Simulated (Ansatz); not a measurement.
Take the following structure.

```
Al N
1.0
     4.20503    0.00000    0.00000
     0.00000    4.20503    0.00000
     0.00000    0.00000    4.20503
Al N
4 4
Direct
  0.00000 0.00000 0.00000
  0.00000 0.50000 0.50000
  0.50000 0.00000 0.50000
  0.50000 0.50000 0.00000
  0.75000 0.75000 0.25000
  0.75000 0.25000 0.75000
  0.25000 0.75000 0.75000
  0.25000 0.25000 0.25000
```

What crystal do these data define?

Answer. The formula is AlN. The symmetry is that of F-43m (No. 216), on a face-centred cubic lattice. The prototype is zinc blende (sphalerite type). It has 8 atoms to the cell (4 Al, 4 N). The coordination shell of Al holds four N in a tetrahedral arrangement at 1.82 Å. N bonds to four Al in a tetrahedral arrangement at 1.82 Å. The bonds build a three-dimensional framework.

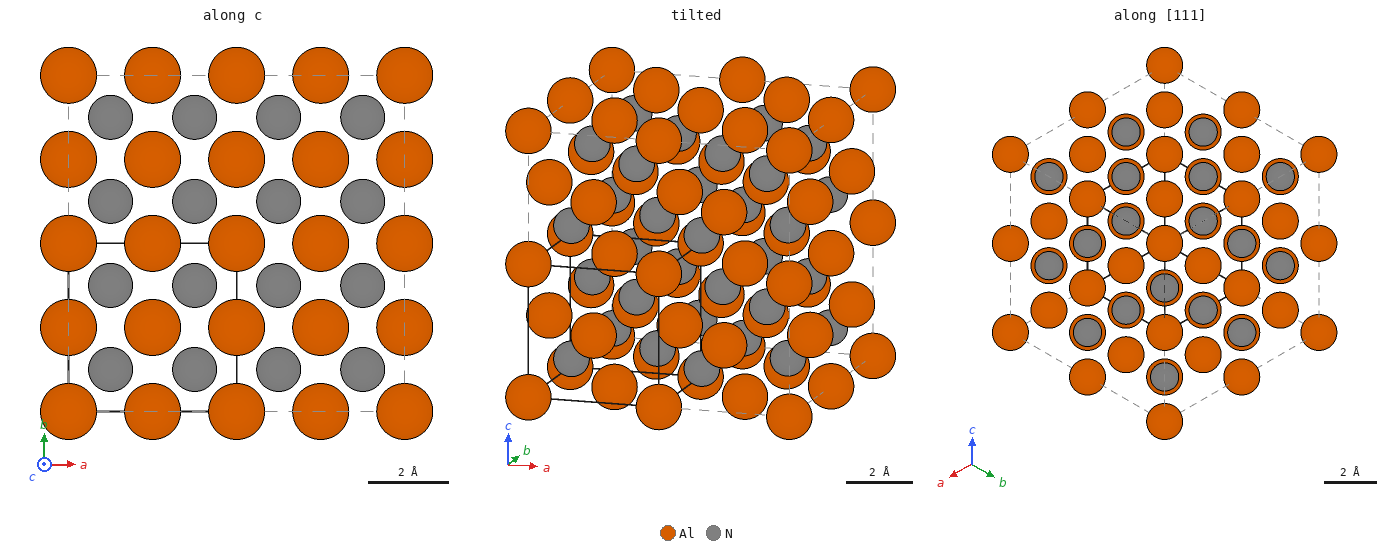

Crystal structure, spheres-only style, seen along the c axis, slightly off an axis and along [111]. Shown are 2×2×2 repeats of the conventional unit cell, one of them outlined in solid lines.

Provenance: a structure listed in the Materials Project. The cell was then strained or its atoms displaced on purpose. A calculation with Ansatz used it as input.

At this level of theory the cell isn't at rest (compressed, at 35 GPa), so its distances can differ from those at equilibrium, the more so the softer the solid.
